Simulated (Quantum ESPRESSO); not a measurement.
**A series of single points on N**

System: N (8 atoms in the cell).
Method: Kohn-Sham DFT of a periodic cell, PBE, SSSP 1.3 efficiency PBE, no spin polarisation (Quantum ESPRESSO 7.5).

The 7 runs differ only in the geometry, by an even scaling of the cell at fixed fractional positions. The structure derives from a Materials Project entry.

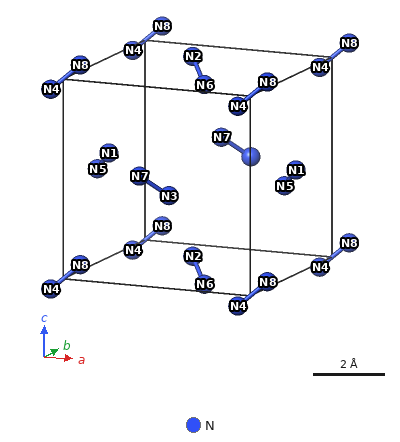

Figure 1. The structure of run 4 (ball-and-stick view of the cell of the calculation, seen slightly off an axis; atoms are numbered from 1 in the order of the input).

### Input of run 4
```
&CONTROL
  calculation = 'scf'
  prefix = 'pwscf'
  outdir = './tmp'
  pseudo_dir = './pseudo'
  tprnfor = .true.
  tstress = .true.
  disk_io = 'low'
/
&SYSTEM
  ibrav = 0
  nat = 8
  ntyp = 1
  ecutwfc = 60
  ecutrho = 480
  nbnd = 28
  occupations = 'smearing'
  smearing = 'fd'
  degauss = 0.00367493
/
&ELECTRONS
  conv_thr = 1.6d-09
  electron_maxstep = 120
  mixing_beta = 0.5
/
ATOMIC_SPECIES
N     14.0070 N.pbe-n-radius_5.UPF
CELL_PARAMETERS angstrom
   5.8151017200    0.0000000000    0.0000000000
   0.0000000000    5.8151017200    0.0000000000
   0.0000000000    0.0000000000    5.8151017200
ATOMIC_POSITIONS crystal
N      0.0458611400    0.4541388600    0.5458611400
N      0.4541388600    0.5458611400    0.0458611400
N      0.5458611400    0.0458611400    0.4541388600
N      0.9541388600    0.9541388600    0.9541388600
N      0.9360985600    0.5639014400    0.4360985600
N      0.5639014400    0.4360985600    0.9360985600
N      0.4360985600    0.9360985600    0.5639014400
N      0.0639014400    0.0639014400    0.0639014400
K_POINTS automatic
5 5 5 0 0 0
```

### File pp_density.in of run 4
```
&INPUTPP
  prefix = 'pwscf'
  outdir = './tmp'
  filplot = 'density.dat'
  plot_num = 0
/
&PLOT
  nfile = 1
  filepp(1) = 'density.dat'
  iflag = 3
  output_format = 6
  fileout = 'density.cube'
/
```

### File pp_potential.in of run 4
```
&INPUTPP
  prefix = 'pwscf'
  outdir = './tmp'
  filplot = 'potential.dat'
  plot_num = 11
/
&PLOT
  nfile = 1
  filepp(1) = 'potential.dat'
  iflag = 3
  output_format = 6
  fileout = 'potential.cube'
/
```

Command:
```bash
OMP_NUM_THREADS=1 pw.x -in pw.in > pw.out
OMP_NUM_THREADS=1 pp.x -in pp_density.in > pp_density.out
OMP_NUM_THREADS=1 pp.x -in pp_potential.in > pp_potential.out
```

Run 6 has the same physical settings and fractional positions; its lattice vectors (Å) are:
```
   5.891625    0.000000    0.000000
   0.000000    5.891625    0.000000
   0.000000    0.000000    5.891625
```

### Results, with one run withheld

```tsv
run	volume per atom (Å³)	free energy per atom, from the lowest run given (meV)	pressure (GPa)	gap on the mesh (eV)
1	23.105	21.76	4.61	7.61
2	23.597	9.66	2.90	7.55
3	24.088	2.56	1.36	7.49
4	24.580	0.00	−0.05	7.43
5	25.072	1.53	−1.31	7.38
6	25.563	?	?	?
7	26.055	15.44	−3.51	7.26
```

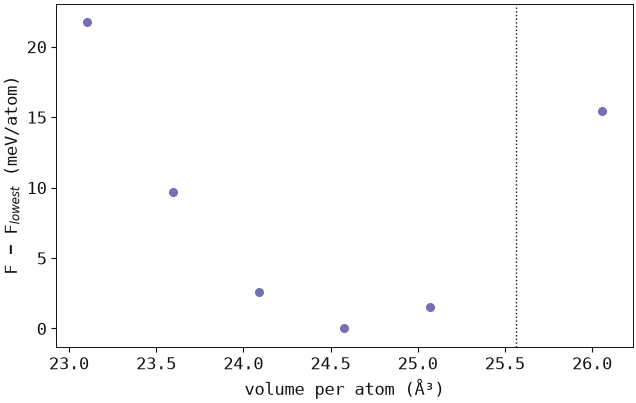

Figure 2. Free energy per atom of the runs given; the dotted line marks run 6.

What should run 6 give?

A cubic polynomial in V^(−2/3) (the Birch–Murnaghan form), fitted to the 6 runs given, misses them by at most 0.01 meV per atom. With x = V^(−2/3) − 0.11892 Å⁻², it reads F = 0.49987 + 1321.2 x + 8.2093e+05 x² − 4.0126e+05 x³ (meV per atom). At run 6 it gives 6.79 meV per atom, and the run itself gives 6.81. The slope of the fit gives a pressure −dF/dV of −2.28 GPa there, and the run prints −2.47 GPa. The two needn't agree exactly: the fit is approximate, and the printed stress is taken on a finite basis. The fit has its minimum at 24.634 Å³ per atom, where V d²F/dV² gives 66.3 GPa. Cell shape and fractional positions are held, so this is the stiffness under even scaling; the relaxed bulk modulus wasn't computed and can be far lower in a crystal of layers, chains or molecules like this one. The gap on the mesh goes, without turning, from 7.61 eV in run 1 to 7.26 eV in run 7; run 6 has 7.32 eV. These are gaps of this functional on this mesh, which can miss the band edges; they aren't the measured gap.

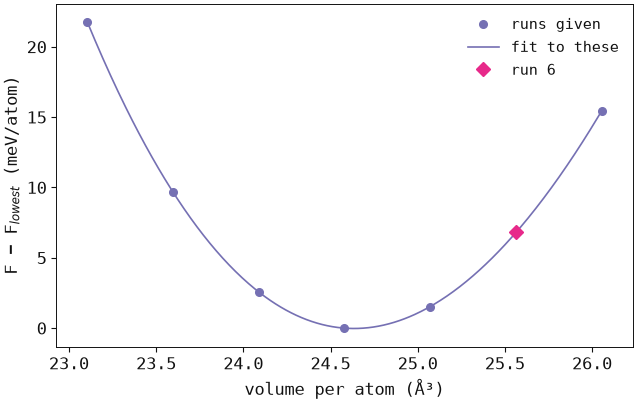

Figure 3. The fit and the withheld run.

### Some lines of the output (run 6)
```
[...]
     total energy              =    -161.51994074 Ry
     total energy              =    -161.52388411 Ry
     total energy              =    -161.53957730 Ry
     total energy              =    -161.53892345 Ry
     total energy              =    -161.53930888 Ry
     total energy              =    -161.53923485 Ry
     total energy              =    -161.53934139 Ry
     total energy              =    -161.53934383 Ry
     total energy              =    -161.53934361 Ry
     the Fermi energy is    -4.2347 ev
!    total energy              =    -161.53934380 Ry
     The total energy is F=E-TS. E is the sum of the following terms:
     Computing stress (Cartesian axis) and pressure
          total   stress  (Ry/bohr**3)                   (kbar)     P=      -24.71
```
